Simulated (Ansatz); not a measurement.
System: Ta4C3.

The calculation's input:

```
crystal:
  lattice:
    - [1.5605887272, 0.9010063218, 10.227451145]
    - [-1.5605887272, 0.9010063218, 10.227451145]
    - [0.0, -1.8020126435, 10.227451145]
  atoms:
    - { symbol: Ta, position: [0.37344089, 0.37344089, 0.37344089] }
    - { symbol: Ta, position: [0.62447155, 0.62447155, 0.62447155] }
    - { symbol: Ta, position: [0.20982501, 0.20982501, 0.20982501] }
    - { symbol: Ta, position: [0.79443248, 0.79443248, 0.79443248] }
    - { symbol: C, position: [0.50236596, 0.50236596, 0.50236596] }
    - { symbol: C, position: [0.99570497, 0.99570497, 0.99570497] }
    - { symbol: C, position: [0.08475915, 0.08475915, 0.08475915] }
basis:
  ecutwfc: 500
kpoints:
  mp_grid: { grid: [12, 12, 12] }
hamiltonian:
  xc: r2scan
scf:
  occupations: { method: gaussian, width: 0.1 }
output:
  forces: true
  stress: true
  eigenvalues: true
  write_density: true
  write_potential: true
  elf: true
  volumetric_format: npy
relax:
  adjacent_minimum: "off"
  f_tol: 0.005
  max_steps: 80
  cell: { stress_tol: 0.05 }
```

Launched as:

```sh
ansatz run input.yaml --threads 2 --pin off --max-ram 5120MiB --backend cpu --events-out ev --progress --plain --runs-dir out
```

Below, planes, directions and counts refer to the conventional cell (a = 3.12 Å, b = 3.12 Å, c = 30.66 Å, α = 90.00°, β = 90.00°, γ = 120.00°).

The fields are those of the run's last geometry, not of the input's.

Space group R3m; a structure from a database of computed crystals, not necessarily the ambient phase.

Computed with DFT r2SCAN, scalar-relativistic, plane waves, PAW in Ansatz.

What can the converged valence pseudo-density and electron localisation function tell about the bonding?

Ta–Ta (3.12 Å): the density is about 0.25 e/Å³ at the midpoint; the ELF is about 0.30 at the midpoint.
The ELF has a maximum of about 0.75 in the space between the atoms, 1.8 Å from four Ta atoms, on no atom or two-centre bond.

Does the calculation make it a metal, or give it a gap?

It is gapless in this calculation (a metal or semimetal).

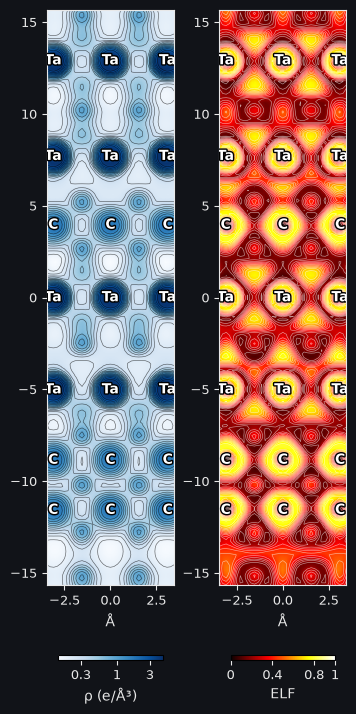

Computed valence pseudo-density and electron localisation function on the (100) plane of the conventional cell, in this order. Atoms just off the plane (Ta, 0.9 Å away and C, 0.9 Å away) can leave unmarked features too.
